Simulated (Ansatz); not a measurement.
HfH2

```
Hf H
1.0
     3.42189    0.00000    0.00000
     0.00000    3.42189    0.00000
     0.00000    0.00000    4.50518
Hf H
2 4
Cartesian
  0.0000 0.0000 0.0000
  1.7109 1.7109 2.2526
  0.0000 1.7109 1.1263
  1.7109 0.0000 3.3789
  1.7109 0.0000 1.1263
  0.0000 1.7109 3.3789
```

Space group I4/mmm; computed pressure about −2 GPa in this cell.

Method: DFT r2SCAN, scalar-relativistic, plane waves, PAW (Ansatz).

Question: What can the converged valence pseudo-density and electron localisation function tell about the bonding?

Answer: Hf–H (2.05 Å): ρ is about 0.62 e/Å³ halfway; the ELF climbs to about 1 towards the hydrogen.

Question: Metal or insulator at this level of theory?

Answer: It is metallic or semimetallic at this level of theory: no gap opens.

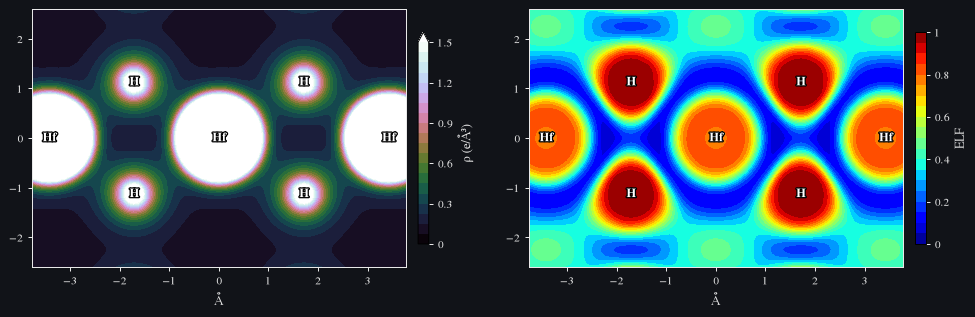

Computed valence pseudo-density and electron localisation function on the (100) plane of the conventional cell, in this order. 

Core electrons are frozen (PAW), and the valence fields are smoothed inside the atomic spheres.
